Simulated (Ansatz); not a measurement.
**Mg8O9: geometry relaxation (part 1 of 2)**

System: Mg8O9 (defect cell, 17 atoms in the cell).
Method: DFT PBE, scalar-relativistic, plane waves, PAW, PAW set soft_1, spin-polarised (Ansatz 0.2.0).

The structure derives from an entry of the Crystallography Open Database. It belongs to a series of runs on one base structure; here: start relaxed. Figures and captions count atoms from 1; the log counts them from 0 in places.

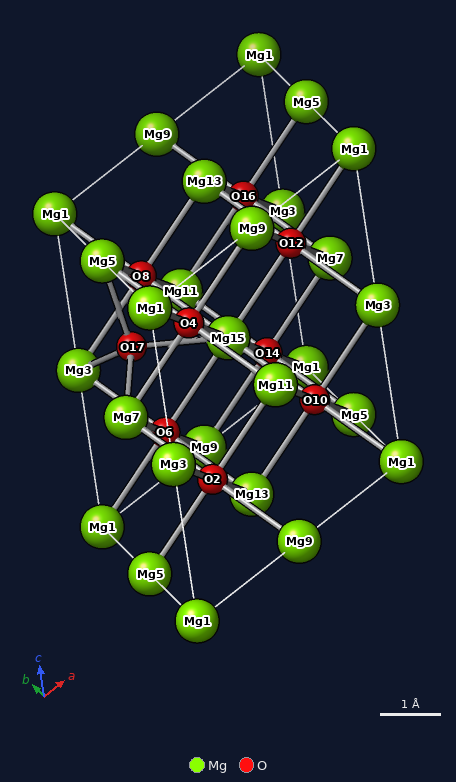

The starting structure (ball-and-stick view of the cell of the calculation, seen slightly off an axis; atoms are numbered from 1 in the order of the input). An atom can appear more than once, as a periodic image.

Input file:
```yaml
crystal:
  lattice:
    - [0.0, 3.855, 3.855]
    - [3.855, 0.0, 3.855]
    - [3.855, 3.855, 0.0]
  atoms:
    - { symbol: Mg, position: [0.0, 0.0, 0.0] }
    - { symbol: O, position: [0.25, 0.25, 0.25] }
    - { symbol: Mg, position: [0.0, 0.0, 0.5] }
    - { symbol: O, position: [0.25, 0.25, 0.75] }
    - { symbol: Mg, position: [0.0, 0.5, 0.0] }
    - { symbol: O, position: [0.25, 0.75, 0.25] }
    - { symbol: Mg, position: [0.0, 0.5, 0.5] }
    - { symbol: O, position: [0.25, 0.75, 0.75] }
    - { symbol: Mg, position: [0.5, 0.0, 0.0] }
    - { symbol: O, position: [0.75, 0.25, 0.25] }
    - { symbol: Mg, position: [0.5, 0.0, 0.5] }
    - { symbol: O, position: [0.75, 0.25, 0.75] }
    - { symbol: Mg, position: [0.5, 0.5, 0.0] }
    - { symbol: O, position: [0.75, 0.75, 0.25] }
    - { symbol: Mg, position: [0.5, 0.5, 0.5] }
    - { symbol: O, position: [0.75, 0.75, 0.75] }
    - { symbol: O, position: [0.1209389, 0.6403321, 0.6220994], spin: 1.0 }
magnetization:
  spin_polarized: true
basis:
  ecutwfc: 420.0
kpoints:
  mp_grid: { grid: [2, 2, 2] }
hamiltonian:
  xc: pbe
  pseudopotentials: { kind: paw, azcp: { folder: soft_1 } }
scf:
  occupations: { method: fermi_dirac, width: 0.05 }
  lower_state_search: "off"
relax:
  f_tol: 0.08
  max_steps: 25
  adjacent_minimum: "off"
output:
  write_density: true
  write_potential: true
  elf: true
  volumetric_format: npy
```

Machine: 1 thread of Arm Neoverse V1, 24 GiB of memory available, shared host.

Run as:
```bash
ansatz run input.yaml --threads 1 --pin off --max-ram 3072MiB --backend cpu --events-out ev --progress --plain --runs-dir out
```

What the program printed:
```
Engine: ansatz 0.2.0, aarch64-unknown-linux-gnu
Pseudopotentials: kind: paw
Pseudopotential: Mg, paw, valence charge 10, recommended cutoff 420 eV (normal), [file]
Pseudopotential: O, paw, valence charge 6, recommended cutoff 420 eV (normal), [file]
Functional definition: PBE
  parameter kappa = 0.804
  parameter beta = 0.06672455060314922
  exchange = pbe_x(kappa = kappa, mu = beta*pi^2/3)
  correlation = pbe_c(beta = beta)
Crystal: 17 atoms, lattice volume = 114.579 Å³
Basis set: ecut = 420 eV, 2229 PW (Γ), exchange–correlation on 80×80×80 points (8 copies of the dense FFT grid, shifted against one another)
Bands: 85, of which v1, the nominal top of the filled ones, is band 67 counted from 1 (66 counted from 0)
Symmetry: 1 space group operations
Space group: P1 (ITA 1), of the structure as read, at distance tolerance 4.9e-5 Å
Magnetic group: BNS 1.1 (UNI 1), of the structure as read, at distance tolerance 4.9e-5 Å
k-points: 8
Non-local potential: Mg, projectors of the file, l = 0: 3, l = 1: 2, l = 2: 1
Non-local potential: O, projectors of the file, l = 0: 2, l = 1: 2, l = 2: 1
PAW form: soft (Blöchl's): semilocal exchange-correlation on the pseudo side does not see the compensation charge
PAW one-centre angular grid: Mg, 110 points (default); XC on 64 Gauss nodes
PAW one-centre angular grid: O, 110 points (default); XC on 64 Gauss nodes
Initial density: superposition of atomic densities (chi_scale 0.1, normalization cell, long waves kept (reshape's long-wave potential 0.05 eV rms))
Starting moments: Σ|m| = 1 μB on 1 of 17 sites
Initial wavefunctions: pseudopotential atomic-orbital guess
Functional: x = pbe(κ = 0.804, μ = 0.2195149727645171), c = pbe(β = 0.06672455060314922)
SCF iter   1: F=—  HF=-20493.216899 eV  |F-HF|=—  |Δ(HF+E_count)|=         —  Δρ=5.31e-2 (↑5.31e-2 ↓5.28e-2)  dr2=7.13e0  dr2_m=2.39e-1  M=1.347 μB ∫|m|=1.356 μB  β_m=0.30  ethr=3.10e-3  ⟨swp⟩=5.9  Hψ=5757  notcnv=0  defer=3
preconditioner: auto → Kerker (q_TF=auto, 2.800 Å⁻¹)  [metal: Δε(μ)=0.117 eV  Ē_g=18.770 eV  σ=0.050 eV  W_gap=0.47  n_scr=50 (ndim 8)  ℏωp=29.0 eV  f_vac=0.000  D(μ)=3.12/eV (n_scr^D=14)]
spin=Collinear: Kerker preconditioning applied to the charge; magnetization (m = ρ↑ − ρ↓) channel mixes plain (no charge-response kernel on spin).
SCF iter   2: F=—  HF=-20492.529740 eV  |F-HF|=—  |Δ(HF+E_count)|=   6.87e-1  Δρ=3.86e-2 (↑3.86e-2 ↓3.64e-2)  dr2=3.58e0  dr2_m=1.79e-1  M=1.537 μB ∫|m|=1.548 μB  β_m=1.00  ethr=3.10e-3  ⟨swp⟩=2.0  Hψ=1692  notcnv=0  defer=154
SCF iter   3: F=—  HF=-20492.371394 eV  |F-HF|=—  |Δ(HF+E_count)|=   1.58e-1  Δρ=1.50e-2 (↑1.45e-2 ↓1.50e-2)  dr2=3.92e-1  dr2_m=8.96e-2  M=1.948 μB ∫|m|=1.969 μB  β_m=1.00  ethr=2.67e-3  ⟨swp⟩=2.4  Hψ=2293  notcnv=0  defer=154
SCF iter   4: F=—  HF=-20492.430498 eV  |F-HF|=—  |Δ(HF+E_count)|=   5.91e-2  Δρ=5.60e-3 (↑4.72e-3 ↓5.60e-3)  dr2=6.70e-2  dr2_m=5.32e-3  M=1.995 μB ∫|m|=2.027 μB  β_m=1.00  ethr=2.92e-4  ⟨swp⟩=2.1  Hψ=2097  notcnv=0  defer=157
SCF iter   5: F=—  HF=-20492.458176 eV  |F-HF|=—  |Δ(HF+E_count)|=   2.77e-2  Δρ=2.92e-3 (↑2.57e-3 ↓2.92e-3)  dr2=3.10e-2  dr2_m=4.92e-4  M=1.999 μB ∫|m|=2.037 μB  β_m=0.30  ethr=5.00e-5  ⟨swp⟩=2.6  Hψ=2134  notcnv=0  defer=157
Mixer restart at iter 5: flushing history
spin-set hold released at iteration 5 (site moments contracting): the magnetisation degrees of freedom join the quasi-Newton model from the next iteration; the mixer history was flushed
SCF iter   6: F=—  HF=-20492.481544 eV  |F-HF|=—  |Δ(HF+E_count)|=   2.34e-2  Δρ=2.10e-3 (↑1.91e-3 ↓2.10e-3)  dr2=1.96e-2  dr2_m=3.81e-4  M=1.999 μB ∫|m|=2.039 μB  β_m=0.65  ethr=2.31e-5  ⟨swp⟩=2.0  Hψ=1236  notcnv=0  defer=157
SCF iter   7: F=—  HF=-20492.506149 eV  |F-HF|=—  |Δ(HF+E_count)|=   2.46e-2  Δρ=6.67e-4 (↑6.67e-4 ↓6.62e-4)  dr2=3.89e-3  dr2_m=9.55e-5  M=2.000 μB ∫|m|=2.047 μB  β_m=0.81  ethr=1.46e-5  ⟨swp⟩=2.0  Hψ=1894  notcnv=0  defer=157
SCF iter   8: F=—  HF=-20492.505286 eV  |F-HF|=—  |Δ(HF+E_count)|=   8.63e-4  Δρ=3.17e-4 (↑2.77e-4 ↓3.17e-4)  dr2=9.33e-4  dr2_m=8.10e-6  M=2.000 μB ∫|m|=2.049 μB  β_m=0.91  ethr=2.91e-6  ⟨swp⟩=1.6  Hψ=1597  notcnv=0  defer=157
SCF iter   9: F=—  HF=-20492.505006 eV  |F-HF|=—  |Δ(HF+E_count)|=   2.80e-4  Δρ=1.73e-4 (↑1.11e-4 ↓1.73e-4)  dr2=1.16e-4  dr2_m=6.32e-6  M=2.000 μB ∫|m|=2.049 μB  β_m=0.95  ethr=6.96e-7  ⟨swp⟩=2.0  Hψ=1620  notcnv=0  defer=157
SCF iter  10: F=-20492.504957 eV  HF=-20492.504976 eV  |F-HF|=1.86e-5  |Δ(HF+E_count)|=   3.00e-5  Δρ=7.16e-5 (↑5.88e-5 ↓7.16e-5)  dr2=2.61e-5  dr2_m=5.66e-7  M=2.000 μB ∫|m|=2.049 μB  ethr=7.46e-8  ⟨swp⟩=7.8  Hψ=10119  notcnv=0
SCF 1 converged in 10 iterations: F = -20492.504957 eV  dr2 = 2.61e-5
  greatest PAW one-centre occupation: 1.001 electrons in one spin orbital (limit 2), on the Mg atom at site 2 (counted from 0), in its partial waves of l = 1
relax step   1: F+E_penalty+E_count = -20492.50495743 eV  Δ(F+E_penalty+E_count) = +0.000e0 eV  max|allowed force component| = 6.661e0 eV/Å  Δτ_max = 0.0000 Å  (10 SCF iters, dr2 threshold 1.00e-4 eV, accepted)
Initial density: handed on by an earlier stage of this run
Starting moments: Σ|m| = 1 μB on 1 of 17 sites; this step starts from the density that it was given
Initial wavefunctions: those handed on with the density
iter 1 solved again at ethr=8.11e-5 eV; its pass at ethr=3.10e-3 eV (dr2=1.09e-1 eV) is discarded
SCF iter   1: F=—  HF=-20496.056153 eV  |F-HF|=—  |Δ(HF+E_count)|=         —  Δρ=1.07e-2 (↑1.07e-2 ↓1.02e-2)  dr2=1.09e-1  dr2_m=4.66e-2  M=2.000 μB ∫|m|=2.054 μB  β_m=0.30  ethr=8.11e-5  ⟨swp⟩=1.1  Hψ=4888  notcnv=0  defer=158
preconditioner: auto → Resta (q_TF=auto, 2.800 Å⁻¹)  ε∞=3.4  [insulator: Δε(μ)=0.436 eV  Ē_g=18.804 eV  σ=0.050 eV  W_gap=0.97  n_scr=50 (ndim 8)  ℏωp=29.0 eV  f_vac=0.000  D(μ)=0.11/eV (n_scr^D=0)  ε∞_Penn≈3.4]
spin=Collinear: Resta preconditioning applied to the charge; magnetization (m = ρ↑ − ρ↓) channel mixes plain (no charge-response kernel on spin).
SCF iter   2: F=—  HF=-20496.054950 eV  |F-HF|=—  |Δ(HF+E_count)|=   1.20e-3  Δρ=7.36e-3 (↑7.36e-3 ↓6.98e-3)  dr2=4.26e-2  dr2_m=2.52e-2  M=2.000 μB ∫|m|=2.055 μB  β_m=0.59  ethr=8.11e-5  ⟨swp⟩=2.0  Hψ=1348  notcnv=0  defer=158
SCF iter   3: F=—  HF=-20496.064934 eV  |F-HF|=—  |Δ(HF+E_count)|=   9.98e-3  Δρ=1.50e-3 (↑1.50e-3 ↓1.36e-3)  dr2=2.45e-3  dr2_m=1.01e-3  M=2.000 μB ∫|m|=2.059 μB  β_m=0.60  ethr=3.18e-5  ⟨swp⟩=2.0  Hψ=1888  notcnv=0  defer=158
SCF iter   4: F=—  HF=-20496.065497 eV  |F-HF|=—  |Δ(HF+E_count)|=   5.64e-4  Δρ=3.37e-4 (↑3.04e-4 ↓3.37e-4)  dr2=1.72e-4  dr2_m=3.13e-5  M=2.000 μB ∫|m|=2.061 μB  β_m=0.69  ethr=1.83e-6  ⟨swp⟩=2.0  Hψ=1795  notcnv=0  defer=158
SCF iter   5: F=—  HF=-20496.065537 eV  |F-HF|=—  |Δ(HF+E_count)|=   3.96e-5  Δρ=1.12e-4 (↑8.35e-5 ↓1.12e-4)  dr2=2.13e-5  dr2_m=1.85e-6  M=2.000 μB ∫|m|=2.061 μB  β_m=0.70  ethr=7.46e-8  ⟨swp⟩=8.0  Hψ=10167  notcnv=0
SCF iter   6: F=-20496.065538 eV  HF=-20496.065539 eV  |F-HF|=4.80e-7  |Δ(HF+E_count)|=   2.00e-6  Δρ=3.23e-5 (↑2.33e-5 ↓3.23e-5)  dr2=2.03e-6  dr2_m=1.94e-7  M=2.000 μB ∫|m|=2.061 μB  ethr=1.59e-8  ⟨swp⟩=9.8  Hψ=9819  notcnv=0
SCF 2 converged in 6 iterations: F = -20496.065538 eV  dr2 = 2.03e-6
  Residual-converged pass: ⟨swp⟩=1.0  Hψ=1424  notcnv=0  max |occ|·‖R‖ = 7.0e-9 eV (tolerance 1.0e-8 eV)  dr2=2.03e-6  dr2_m=1.94e-7  dr2_onsite=1.19e-7  max |Δocc| = 1.3e-12
relax step   2: F+E_penalty+E_count = -20496.06553842 eV  Δ(F+E_penalty+E_count) = -3.561e0 eV  max|allowed force component| = 3.545e0 eV/Å  Δτ_max = 0.1099 Å  (6 SCF iters, dr2 threshold 1.00e-4 eV, accepted)
SCF iter   1: F=—  HF=-20497.473507 eV  |F-HF|=—  |Δ(HF+E_count)|=         —  Δρ=2.08e-2 (↑1.32e-2 ↓2.08e-2)  dr2=3.56e-1  dr2_m=1.58e-1  M=1.987 μB ∫|m|=2.060 μB  β_m=0.30  ethr=1.36e-3  ⟨swp⟩=5.1  Hψ=3738  notcnv=0  defer=159
preconditioner: auto → Resta (q_TF=auto, 2.800 Å⁻¹)  ε∞=3.4  [insulator: Δε(μ)=0.388 eV  Ē_g=18.731 eV  σ=0.050 eV  W_gap=0.96  n_scr=50 (ndim 8)  ℏωp=29.0 eV  f_vac=0.000  D(μ)=0.26/eV (n_scr^D=0)  ε∞_Penn≈3.4]
[...]
spin=Collinear: Resta preconditioning applied to the charge; magnetization (m = ρ↑ − ρ↓) channel mixes plain (no charge-response kernel on spin).
relax step   3: F+E_penalty+E_count = -20497.52429514 eV  Δ(F+E_penalty+E_count) = -1.459e0 eV  max|allowed force component| = 1.830e0 eV/Å  Δτ_max = 0.1453 Å  (6 SCF iters, dr2 threshold 1.00e-4 eV, accepted)
preconditioner: auto → Resta (q_TF=auto, 2.800 Å⁻¹)  ε∞=3.4  [insulator: Δε(μ)=0.624 eV  Ē_g=18.670 eV  σ=0.050 eV  W_gap=1.00  n_scr=50 (ndim 8)  ℏωp=29.0 eV  f_vac=0.000  D(μ)=0.04/eV (n_scr^D=0)  ε∞_Penn≈3.4]
spin=Collinear: Resta preconditioning applied to the charge; magnetization (m = ρ↑ − ρ↓) channel mixes plain (no charge-response kernel on spin).
  greatest PAW one-centre occupation: 1.000 electrons in one spin orbital (limit 2), on the Mg atom at site 12 (counted from 0), in its partial waves of l = 1
relax step   4: F+E_penalty+E_count = -20497.49558459 eV  Δ(F+E_penalty+E_count) = +2.871e-2 eV  max|allowed force component| = 1.186e0 eV/Å  Δτ_max = 0.0949 Å  (6 SCF iters, dr2 threshold 1.00e-4 eV, rejected (line search))
preconditioner: auto → Resta (q_TF=auto, 2.800 Å⁻¹)  ε∞=3.4  [insulator: Δε(μ)=0.324 eV  Ē_g=18.727 eV  σ=0.050 eV  W_gap=0.92  n_scr=50 (ndim 8)  ℏωp=29.0 eV  f_vac=0.000  D(μ)=0.49/eV (n_scr^D=0)  ε∞_Penn≈3.4]
spin=Collinear: Resta preconditioning applied to the charge; magnetization (m = ρ↑ − ρ↓) channel mixes plain (no charge-response kernel on spin).
relax step   5: F+E_penalty+E_count = -20497.78690363 eV  Δ(F+E_penalty+E_count) = -2.626e-1 eV  max|allowed force component| = 3.841e-1 eV/Å  Δτ_max = 0.0464 Å  (8 SCF iters, accepted)
preconditioner: auto → Resta (q_TF=auto, 2.800 Å⁻¹)  ε∞=3.4  [insulator: Δε(μ)=0.294 eV  Ē_g=18.733 eV  σ=0.050 eV  W_gap=0.90  n_scr=50 (ndim 8)  ℏωp=29.0 eV  f_vac=0.000  D(μ)=0.73/eV (n_scr^D=0)  ε∞_Penn≈3.4]
spin=Collinear: Resta preconditioning applied to the charge; magnetization (m = ρ↑ − ρ↓) channel mixes plain (no charge-response kernel on spin).
relax step   6: F+E_penalty+E_count = -20497.82892271 eV  Δ(F+E_penalty+E_count) = -4.202e-2 eV  max|allowed force component| = 5.999e-1 eV/Å  Δτ_max = 0.1000 Å  (6 SCF iters, dr2 threshold 9.22e-6 eV, accepted)
preconditioner: auto → Resta (q_TF=auto, 2.800 Å⁻¹)  ε∞=3.4  [insulator: Δε(μ)=0.335 eV  Ē_g=18.728 eV  σ=0.050 eV  W_gap=0.93  n_scr=50 (ndim 8)  ℏωp=29.0 eV  f_vac=0.000  D(μ)=0.59/eV (n_scr^D=0)  ε∞_Penn≈3.4]
spin=Collinear: Resta preconditioning applied to the charge; magnetization (m = ρ↑ − ρ↓) channel mixes plain (no charge-response kernel on spin).
relax step   7: F+E_penalty+E_count = -20497.84297014 eV  Δ(F+E_penalty+E_count) = -1.405e-2 eV  max|allowed force component| = 3.427e-1 eV/Å  Δτ_max = 0.0350 Å  (4 SCF iters, dr2 threshold 2.25e-5 eV, accepted)
preconditioner: auto → Resta (q_TF=auto, 2.800 Å⁻¹)  ε∞=3.4  [insulator: Δε(μ)=0.328 eV  Ē_g=18.731 eV  σ=0.050 eV  W_gap=0.93  n_scr=50 (ndim 8)  ℏωp=29.0 eV  f_vac=0.000  D(μ)=0.61/eV (n_scr^D=0)  ε∞_Penn≈3.4]
spin=Collinear: Resta preconditioning applied to the charge; magnetization (m = ρ↑ − ρ↓) channel mixes plain (no charge-response kernel on spin).
relax step   8: F+E_penalty+E_count = -20497.84706129 eV  Δ(F+E_penalty+E_count) = -4.091e-3 eV  max|allowed force component| = 2.976e-2 eV/Å  Δτ_max = 0.0116 Å  (4 SCF iters, dr2 threshold 3.83e-5 eV, accepted)
preconditioner: auto → Resta (q_TF=auto, 2.800 Å⁻¹)  ε∞=3.4  [insulator: Δε(μ)=0.328 eV  Ē_g=18.732 eV  σ=0.050 eV  W_gap=0.93  n_scr=50 (ndim 8)  ℏωp=29.0 eV  f_vac=0.000  D(μ)=0.61/eV (n_scr^D=0)  ε∞_Penn≈3.4]
spin=Collinear: Resta preconditioning applied to the charge; magnetization (m = ρ↑ − ρ↓) channel mixes plain (no charge-response kernel on spin).
relax step   9: F+E_penalty+E_count = -20497.84706149 eV  Δ(F+E_penalty+E_count) = -2.018e-7 eV  max|allowed force component| = 2.995e-2 eV/Å  Δτ_max = 0.0000 Å  (3 SCF iters, accepted)
```

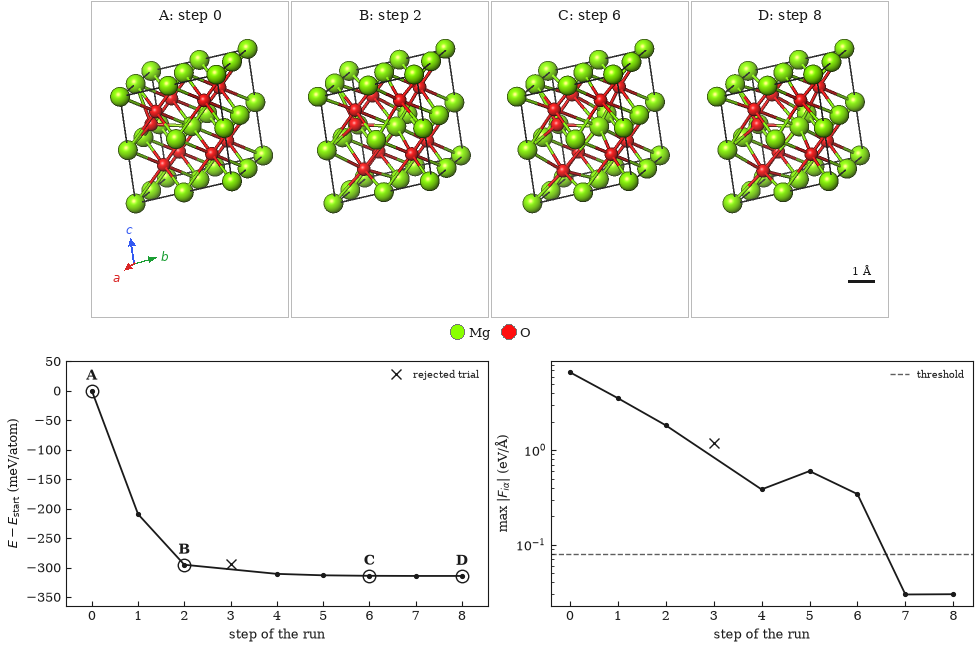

Frames of the relaxation (ball-and-stick view of the cell of the calculation (origin shifted), seen slightly off an axis) above the curves, on which the letters mark them (the first geometry is step 0 here and step 1 in the log).

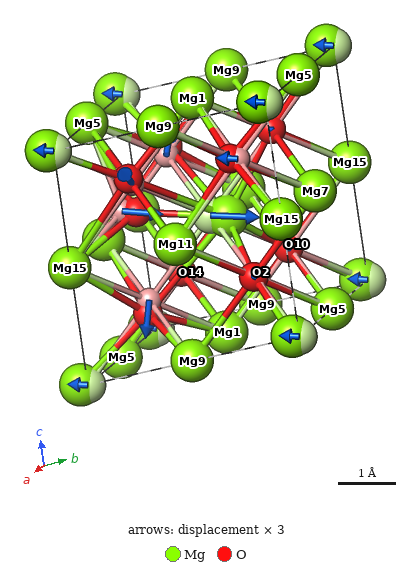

Start (faint) and end (solid) with the displacements as blue arrows, magnified 3 times (ball-and-stick view of the cell of the calculation (origin shifted), seen slightly off an axis). The atom that moves furthest is Mg3 (0.30 Å). By element the largest moves are Mg 0.30 Å, O 0.25 Å. The cell stays as it was. Among the contacts that change: Mg3–O16 1.928 → 2.312 Å, Mg3–O10 1.927 → 1.785 Å, Mg5–O17 1.684 → 1.802 Å, Mg13–O16 1.927 → 1.810 Å. Among the angles that change: Mg5–O16–Mg11 180.0° → 166.7°, O6–Mg1–O8 90.0° → 77.6°, Mg9–O16–Mg13 90.0° → 100.8°. The energy falls by 314 meV per atom in 8 geometry steps. Largest force component: 6.7 eV/Å at the start, 0.03 eV/Å at the end. The line search rejected the trial step at point 3 (counted from 0) and went back. (Atoms are counted from 1 in the order of the input.)

```
NSCF: frozen V_eff on 8 k-points
the band table was solved once a step of the walk had ended and its energy, with any forces and stress, was formed, with the checks that follow a solve (6389 applications of the Hamiltonian). They found nothing against the state; the energy, forces and stress were not computed again (output.eigenvalues in the input reference)
Magnetization: 1.9688 μB (67.9844 up, 66.0156 down)
Absolute magnetization: 2.0318 μB (∫|ρ↑−ρ↓|, with the PAW one-centre terms)
Spin contamination: 0.0044 ħ² per cell (⟨S²⟩ above its minimum at these occupations)
Per-site moments (μB) at R_I (Å): [(0.0003088362863823805, 0.7627645510216288), (-0.0008734614050138608, 0.7359512058271163), (-0.0010731741354793973, 0.6820874170351446), (0.01173841933783816, 0.7719287173835143), (0.0038347628309689332, 0.7432795328741423), (0.3314027798834029, 0.7465105822383408), (0.0038159933922377897, 0.742566838902962), (0.32930399235590957, 0.7468183408303968), (0.0003183199349881689, 0.7627127149860349), (-0.0008858732479137882, 0.7361744932715474), (0.0003077440146715307, 0.7627646595599358), (-0.0008725437385542333, 0.7359715030005008), (0.0038020283511428898, 0.7464947784061307), (-0.0005712932666501684, 0.7938003687849075), (0.0038323154844642493, 0.7432329714959578), (0.33122767568355616, 0.7464947784061307), (0.7167250269531041, 0.6820874170351446)]
Free energy (F): -20497.847061 eV
Harris-Foulkes:  -20497.847062 eV  (|F-HF|=3.91e-8)
Internal energy: -20497.839695 eV  (E = F + TS)
E sigma→0 (E₀):  -20497.843378 eV
Entropy (-TS):   -0.007366 eV (-0.433 meV/atom)
Fermi energy:    15.541751 eV
[...]
--- Per-component energies (eV) ---
  E_band       = -1736.147364
  E_kinetic    = 2217.948629
  E_local      = -12233.253698  (includes V_loc(G=0)·N_el)
  E_nonlocal   = 2040.738217
  E_hartree    = 4049.357089
  E_xc         = -904.670066
  E_vxc        = -1160.994017  (∫ρ·V_xc dr)
  E_paw        = -3860.764229  (= ΣΔE_a)
  E_vpaw       = -699.305979  (= ΣTr[D̂ρ^β])
  E_aug_tail   = 0.005544  (compensation charges beyond the density's cutoff)
  E_ewald      = -11807.201182
  E_smearing   = -0.007366  (= −TS)
  E_closure    = 0.000000  (closes the sum)
  Σ components = -20497.847061   (vs F -20497.847061, Δ=0.00e0)
--- Forces (eV/Å), atoms counted from 1 ---
  atom   1  Mg    -0.01591699     0.01579231    -0.01583284
  atom   2  O      0.00404089    -0.00052259    -0.00200302
  atom   3  Mg    -0.01811484     0.01656996    -0.01976994
  atom   4  O     -0.00651886     0.00421382    -0.00585021
  atom   5  Mg     0.02995481     0.00308437    -0.00420260
  atom   6  O      0.00473003    -0.01846634     0.01752228
  atom   7  Mg    -0.00391002    -0.02947589    -0.00407296
  atom   8  O      0.01642883    -0.00994012     0.01695889
  atom   9  Mg    -0.01613584     0.01439808    -0.01650796
  atom  10  O      0.00386397     0.00158143     0.00291844
  atom  11  Mg    -0.01674802     0.01606209    -0.01660466
  atom  12  O     -0.00195054    -0.00074341     0.00331289
  atom  13  Mg    -0.00375562     0.00361389    -0.00305882
  atom  14  O     -0.00591996     0.00440566    -0.00581068
  atom  15  Mg    -0.00520918     0.00421008     0.02927648
  atom  16  O      0.01562593    -0.01709495     0.00767121
  atom  17  O      0.01959820    -0.00775842     0.01611346
  max |Σ_I F_I| component: 7.00e-5 eV/Å
--- Band table (eV; the first three rows and the last of 16) ---
```
